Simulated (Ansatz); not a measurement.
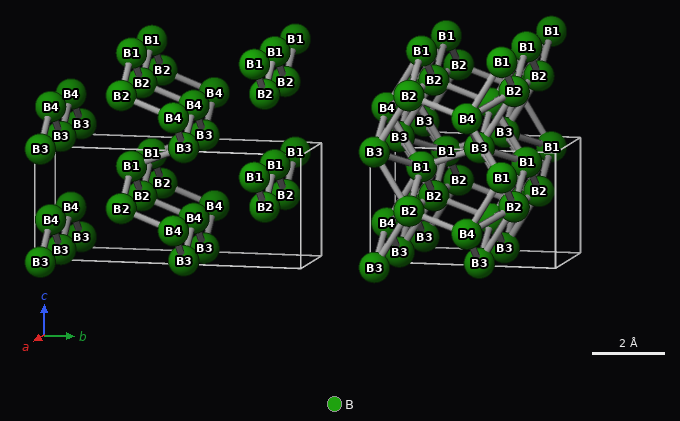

Two geometries of solid B (built on the black phosphorus_64 type) (coarse preliminary run), drawn at one scale. One is the start of a relaxation, the other its converged end. A ball-and-stick model of the conventional cell (2 times the calculation's cell), repeated 2 × 1 × 2 with one cell outlined, seen slightly off an axis. Lengths and directions refer to the drawn axes.

All numbers below come from DFT PBEsol, scalar-relativistic, plane waves, PAW (Ansatz 0.2.0). Settings: plane-wave cutoff 420 eV; k-point mesh 8 × 8 × 6; occupations gaussian; smearing width 0.1 eV; no spin polarisation; cell and atoms relaxed; force threshold 0.04 eV/Å; at most 70 steps.

Which one is relaxed?

The right one is the relaxed one. Case: black phosphorus type (Cmce, No. 64). Over 13 accepted moves (15 points after the start) the energy falls by 1493 meV per atom. The largest force component goes from 2.2 to 0.00079 eV/Å. Pressure: 40.24 GPa at the start and 0.01 GPa at the end. The SCF was repeated twice at an unchanged geometry on a basis and grid sized afresh for the cell, which shifted the energy by 10.3 meV per atom at most. The largest moves relative to the cell, 0.31 Å, are those of B1, B2, B3 and B4. B3 goes along +b. Cell: a 2.405 → 2.924 Å (+21.6 %), b 7.630 → 5.308 Å (−30.4 %), c 3.183 → 3.251 Å (+2.1 %). Volume −13.6 %. Near-neighbour distances that change, for instance: B1–B4 2.813 → 1.905 Å, B1–B3 2.675 → 1.863 Å, B1–B2 1.576 → 1.793 Å, B1–B3 (another image) 1.601 → 1.760 Å. New bonds form: B1–B3 (2.67 → 1.86 Å), B1–B4 (2.81 → 1.91 Å), B2–B3 (2.81 → 1.91 Å), B2–B4 (2.67 → 1.86 Å). Bond angles that change, for instance: B2–B1–B2 99.5° → 109.2°, B2–B1–B3 103.4° → 101.1°. The space group stays Cmce (No. 64).
